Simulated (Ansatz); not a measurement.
# Field-gradient calculation, with input and output: Zr3N4 (part 1 of 2)

- system: Zr3N4 (I-43d, 14 atoms in the cell)
- method: DFT, PBE, plane waves, PAW, no spin polarisation (Ansatz 0.2.0)

The structure derives from an entry of the Crystallography Open Database. Figures and captions count atoms from 1; the log counts them from 0 in places.

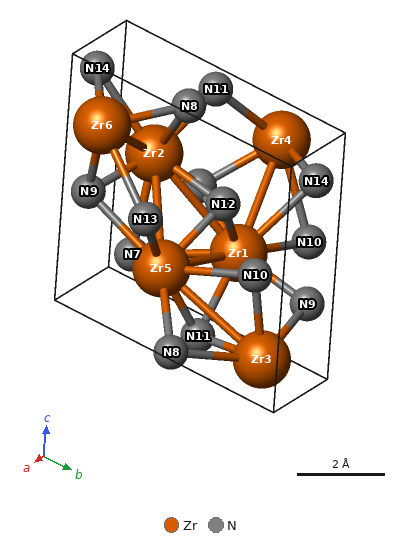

The structure as given in the input (ball-and-stick view of the cell of the calculation, seen slightly off an axis; atoms are numbered from 1 in the order of the input).

Summary

- outcome: converged
- space group (tolerance 0.01 Å): I-43d (220)
- electrons treated: 112
- free energy: −28195.7610 eV
- Fermi energy: 16.230 eV
- gap on the k-point mesh: 0.69 eV
- pressure: 7.63 GPa
- field gradient V_zz (10²¹ V/m²): Zr 14.01, Zr 14.01, Zr 14.01, Zr 14.01, Zr 14.01, Zr 14.01, N 0.89, N 0.89 (the first 8 of 14 sites)
- largest force (length of the vector): 0.319 eV/Å
- hardware: 1 thread of Intel Xeon (Granite Rapids), 128 GiB of memory available, shared host
- wall time: 8.7 s
- peak memory: 0.49 GiB

Settings chosen away from the usual ones: scf.occupations.width = null, scf.occupations.method = "tetrahedron_uncorrected". The program warns: the field gradients leave out spin–orbit coupling. The cell is under a pressure of 7.6 GPa at this level, so it is not at its equilibrium volume.

Input file
```yaml
crystal:
  lattice:
    - [-3.37, 3.37, 3.37]
    - [3.37, -3.37, 3.37]
    - [3.37, 3.37, -3.37]
  atoms:
    - { symbol: Zr, position: [0.25, 0.625, 0.375] }
    - { symbol: Zr, position: [0.375, 0.25, 0.625] }
    - { symbol: Zr, position: [0.75, 0.875, 0.125] }
    - { symbol: Zr, position: [0.125, 0.75, 0.875] }
    - { symbol: Zr, position: [0.625, 0.375, 0.25] }
    - { symbol: Zr, position: [0.875, 0.125, 0.75] }
    - { symbol: "N", position: [0.126, 0.126, 0.126] }
    - { symbol: "N", position: [0.874, 0.5, 0.0] }
    - { symbol: "N", position: [0.5, 0.0, 0.374] }
    - { symbol: "N", position: [0.0, 0.874, 0.5] }
    - { symbol: "N", position: [0.374, 0.5, 0.0] }
    - { symbol: "N", position: [0.626, 0.626, 0.626] }
    - { symbol: "N", position: [0.0, 0.374, 0.5] }
    - { symbol: "N", position: [0.5, 0.0, 0.874] }
kpoints:
  mp_grid: { grid: [6, 6, 6] }
scf:
  occupations: { method: tetrahedron_uncorrected }
hamiltonian:
  xc: pbe
  pseudopotentials: { kind: paw }
output:
  forces: true
  stress: true
  populations: true
  efg:
    quadrupole_moments_barn: { Zr: -0.176, "N": 0.02044 }
    contact_densities: true
  write_density: true
  write_potential: true
  elf: true
  volumetric_format: npy
```

Launched with:
```bash
ansatz run input.yaml --threads 1 --pin off --max-ram 2560MiB --backend cpu --events-out ev --progress --plain --runs-dir out
```

The program's output
```
Zr: output.efg is read without spin–orbit coupling, which moves field gradients at and beside such atoms by some per cent and up to a factor of two; PAW files take it under magnetization.noncollinear and magnetization.spin_orbit
Engine: ansatz 0.2.0, x86_64-unknown-linux-gnu
Pseudopotentials: kind: paw
Pseudopotential: Zr, paw, valence charge 12, recommended cutoff 420 eV (normal), Zr.paw.azcp
Pseudopotential: N, paw, valence charge 5, recommended cutoff 420 eV (normal), N.paw.azcp
Functional definition: PBE
  parameter kappa = 0.804
  parameter beta = 0.06672455060314922
  exchange = pbe_x(kappa = kappa, mu = beta*pi^2/3)
  correlation = pbe_c(beta = beta)
Crystal: 14 atoms, lattice volume = 153.091 Å³
Basis set: ecut = 420 eV, 3043 PW (Γ), exchange–correlation on 80×80×80 points (8 copies of the dense FFT grid, shifted against one another)
Bands: 70, of which v1, the nominal top of the filled ones, is band 56 counted from 1 (55 counted from 0)
Symmetry: 24 space group operations
Space group: I-43d (ITA 220), of the structure as read, at distance tolerance 5.3e-5 Å
k-points: 16 of 216 (time reversal used)
Non-local potential: Zr, projectors of the file, l = 0: 3, l = 1: 2, l = 2: 2, l = 3: 2
Non-local potential: N, projectors of the file, l = 0: 2, l = 1: 2, l = 2: 1
PAW form: soft (Blöchl's): semilocal exchange-correlation on the pseudo side does not see the compensation charge
PAW one-centre angular grid: Zr, 590 points (default); XC on 64 Gauss nodes
PAW one-centre angular grid: N, 110 points (default); XC on 64 Gauss nodes
Initial density: superposition of atomic densities (neutral atoms: chi_scale 0, normalization atom), corrected by the library's trained network
Initial wavefunctions: pseudopotential atomic-orbital guess
Functional: x = pbe(κ = 0.804, μ = 0.2195149727645171), c = pbe(β = 0.06672455060314922)
SCF iter   1: F=—  HF=-28195.761150 eV  |F-HF|=—  |Δ(HF+E_count)|=         —  Δρ=4.03e-3  dr2=7.74e-3  ethr=1.77e-3  ⟨swp⟩=5.1  Hψ=4037  notcnv=0  defer=37
preconditioner: auto → Resta (q_TF=auto, 2.590 Å⁻¹)  ε∞=4.2  [insulator: Δε(μ)=0.700 eV  Ē_g=16.718 eV  n_scr=42 (ndim 8)  ℏωp=30.0 eV  f_vac=0.000  ε∞_Penn≈4.2]
SCF iter   2: F=—  HF=-28195.759263 eV  |F-HF|=—  |Δ(HF+E_count)|=   1.89e-3  Δρ=2.18e-3  dr2=1.97e-3  ethr=6.91e-6  ⟨swp⟩=2.1  Hψ=2283  notcnv=0  defer=135
SCF iter   3: F=—  HF=-28195.761027 eV  |F-HF|=—  |Δ(HF+E_count)|=   1.76e-3  Δρ=6.92e-4  dr2=6.07e-4  ethr=1.76e-6  ⟨swp⟩=2.0  Hψ=1586  notcnv=0  defer=135
SCF iter   4: F=—  HF=-28195.761020 eV  |F-HF|=—  |Δ(HF+E_count)|=   7.04e-6  Δρ=1.30e-4  dr2=1.35e-5  ethr=5.42e-7  ⟨swp⟩=2.0  Hψ=1586  notcnv=0  defer=135
SCF iter   5: F=—  HF=-28195.760970 eV  |F-HF|=—  |Δ(HF+E_count)|=   5.02e-5  Δρ=2.56e-5  dr2=5.67e-7  ethr=1.21e-8  ⟨swp⟩=2.3  Hψ=1736  notcnv=0  defer=135
SCF iter   6: F=-28195.760970 eV  HF=-28195.760970 eV  |F-HF|=6.18e-9  |Δ(HF+E_count)|=   2.36e-7  Δρ=7.63e-6  dr2=4.40e-8  ethr=8.93e-11  ⟨swp⟩=11.3  Hψ=7058  notcnv=0
SCF 1 converged in 6 iterations: F = -28195.760970 eV  dr2 = 4.40e-8
  greatest PAW one-centre occupation: 0.995 electrons in one spin orbital (limit 2), on the Zr atom at site 5 (counted from 0), in its partial waves of l = 0
```

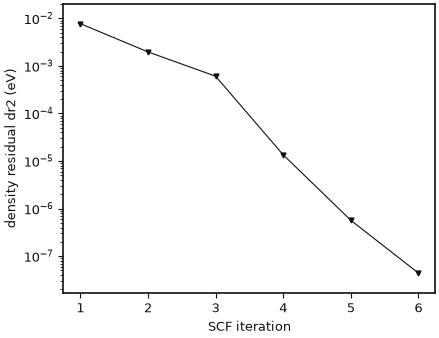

Convergence of the self-consistent field: density residual dr2 against the SCF iteration. The residual falls at every step.

```
SCF converged after 6 iterations
Free energy (F): -28195.760970 eV
Harris-Foulkes:  -28195.760970 eV  (|F-HF|=6.18e-9)
Internal energy: -28195.760970 eV  (E = F + TS)
E sigma→0 (E₀):  -28195.760970 eV
Fermi energy:    16.229956 eV
--- Per-component energies (eV) ---
  E_band       = -86.783334
  E_kinetic    = 3071.166880
  E_local      = -3854.960860  (includes V_loc(G=0)·N_el)
  E_nonlocal   = 825.080607
  E_hartree    = 1139.056818
  E_xc         = -1469.100300
  E_vxc        = -1781.328338  (∫ρ·V_xc dr)
  E_paw        = -18734.540735  (= ΣΔE_a)
  E_vpaw       = -624.846580  (= ΣTr[D̂ρ^β])
  E_aug_tail   = 0.000930  (compensation charges beyond the density's cutoff)
  E_ewald      = -9172.464309
  E_smearing   = -0.000000  (= −TS)
  E_closure    = 0.000000  (closes the sum)
  Σ components = -28195.760970   (vs F -28195.760970, Δ=0.00e0)
--- Forces (eV/Å), atoms counted from 1 ---
  atom   1  Zr     0.00000000     0.00000000     0.00000000
  atom   2  Zr     0.00000000     0.00000000    -0.00000000
  atom   3  Zr     0.00000000    -0.00000000     0.00000000
  atom   4  Zr     0.00000000    -0.00000000    -0.00000000
  atom   5  Zr     0.00000000    -0.00000000    -0.00000000
  atom   6  Zr    -0.00000000     0.00000000    -0.00000000
  atom   7  N      0.18411161     0.18411161     0.18411161
  atom   8  N      0.18411161    -0.18411161    -0.18411161
  atom   9  N     -0.18411161    -0.18411161     0.18411161
  atom  10  N     -0.18411161     0.18411161    -0.18411161
  atom  11  N      0.18411161    -0.18411161    -0.18411161
  atom  12  N      0.18411161     0.18411161     0.18411161
  atom  13  N     -0.18411161     0.18411161    -0.18411161
  atom  14  N     -0.18411161    -0.18411161     0.18411161
  max |Σ_I F_I| component: 1.11e-16 eV/Å
--- Stress (GPa, compression-positive) ---
        7.630428      -0.000000       0.000000
        0.000000       7.630428       0.000000
        0.000000       0.000000       7.630428
  P = ⅓ Tr σ = 7.6304 GPa (76.304 kbar)
--- PAW observables at the nuclei: V_zz in 10²¹ V/m², potentials from the cell's mean, atoms counted from 1 ---
  atom   1  Zr V_zz =   +14.008627   η = 0.0000   by run symmetry: allowed   C_q = -59.6160 MHz
            electrostatic potential = -5930.808364 V   contact ρ = 490522.733839 e/Å³
  atom   2  Zr V_zz =   +14.008627   η = 0.0000   by run symmetry: allowed   C_q = -59.6160 MHz
            electrostatic potential = -5930.808364 V   contact ρ = 490522.733839 e/Å³
  atom   3  Zr V_zz =   +14.008627   η = 0.0000   by run symmetry: allowed   C_q = -59.6160 MHz
            electrostatic potential = -5930.808364 V   contact ρ = 490522.733839 e/Å³
  atom   4  Zr V_zz =   +14.008627   η = 0.0000   by run symmetry: allowed   C_q = -59.6160 MHz
            electrostatic potential = -5930.808364 V   contact ρ = 490522.733839 e/Å³
  atom   5  Zr V_zz =   +14.008627   η = 0.0000   by run symmetry: allowed   C_q = -59.6160 MHz
            electrostatic potential = -5930.808364 V   contact ρ = 490522.733839 e/Å³
  atom   6  Zr V_zz =   +14.008627   η = 0.0000   by run symmetry: allowed   C_q = -59.6160 MHz
            electrostatic potential = -5930.808364 V   contact ρ = 490522.733839 e/Å³
  atom   7  N  V_zz =    +0.885466   η = 0.0000   by run symmetry: allowed   C_q = +0.4376 MHz
            electrostatic potential = -524.352504 V   contact ρ = 1415.387558 e/Å³
  atom   8  N  V_zz =    +0.885466   η = 0.0000   by run symmetry: allowed   C_q = +0.4376 MHz
            electrostatic potential = -524.352504 V   contact ρ = 1415.387558 e/Å³
  atom   9  N  V_zz =    +0.885466   η = 0.0000   by run symmetry: allowed   C_q = +0.4376 MHz
            electrostatic potential = -524.352504 V   contact ρ = 1415.387558 e/Å³
  atom  10  N  V_zz =    +0.885466   η = 0.0000   by run symmetry: allowed   C_q = +0.4376 MHz
            electrostatic potential = -524.352504 V   contact ρ = 1415.387558 e/Å³
  atom  11  N  V_zz =    +0.885466   η = 0.0000   by run symmetry: allowed   C_q = +0.4376 MHz
            electrostatic potential = -524.352504 V   contact ρ = 1415.387558 e/Å³
  atom  12  N  V_zz =    +0.885466   η = 0.0000   by run symmetry: allowed   C_q = +0.4376 MHz
            electrostatic potential = -524.352504 V   contact ρ = 1415.387558 e/Å³
  atom  13  N  V_zz =    +0.885466   η = 0.0000   by run symmetry: allowed   C_q = +0.4376 MHz
            electrostatic potential = -524.352504 V   contact ρ = 1415.387558 e/Å³
  atom  14  N  V_zz =    +0.885466   η = 0.0000   by run symmetry: allowed   C_q = +0.4376 MHz
            electrostatic potential = -524.352504 V   contact ρ = 1415.387558 e/Å³
--- Band table (eV; the first three rows and the last of 16) ---
  k-point 0: bands = ["-32.3618", "-32.2173", "-32.2173", "-32.2173", "-32.1689", "-32.1689", "-10.9275", "-10.9275", "-10.9275", "-10.8343", "-10.8343", "-10.8343", "-10.7275", "-10.3025", "-10.3025", "-10.3025", "-10.2420", "-10.2420", "-10.0084", "-10.0084", "-10.0084", "-10.0003", "-10.0003", "-10.0003", "0.9821", "1.9661", "3.4844", "3.4844", "3.4844", "3.5384", "3.5384", "3.5384", "10.5052", "10.5052", "10.5274", "10.5274", "10.5274", "11.4680", "11.4680", "11.8277", "12.8142", "12.8142", "12.8142", "13.6618", "13.6965", "13.6965", "13.6965", "14.4279", "14.4279", "14.4279", "14.9829", "14.9829", "14.9829", "16.2300", "16.2300", "16.2300", "16.9192", "16.9192", "17.7324", "17.7324", "17.7324", "19.6270", "19.6270", "19.6270", "20.7161", "20.7161", "20.7161", "21.0000", "21.0000", "21.0000"]
  k-point 1: bands = ["-32.3510", "-32.2235", "-32.2189", "-32.2184", "-32.1716", "-32.1687", "-10.9699", "-10.9596", "-10.8965", "-10.8662", "-10.7431", "-10.7429", "-10.6671", "-10.4154", "-10.3474", "-10.2997", "-10.1925", "-10.1464", "-10.1002", "-10.0494", "-10.0479", "-10.0164", "-9.9979", "-9.9871", "1.1723", "2.0523", "3.3272", "3.3500", "3.4070", "3.4484", "3.5372", "3.5534", "10.2224", "10.4329", "10.7624", "10.9205", "11.0418", "11.5803", "11.6299", "11.8378", "12.6916", "12.7686", "12.9068", "13.5064", "13.6300", "13.6330", "13.6552", "14.2617", "14.2960", "14.3550", "14.6458", "14.6723", "14.9174", "15.7576", "15.9908", "16.0986", "17.2948", "17.3582", "17.9799", "18.0482", "18.1309", "19.3480", "19.4450", "19.5042", "20.5759", "20.5875", "20.7131", "20.9865", "21.0453", "21.2655"]
```
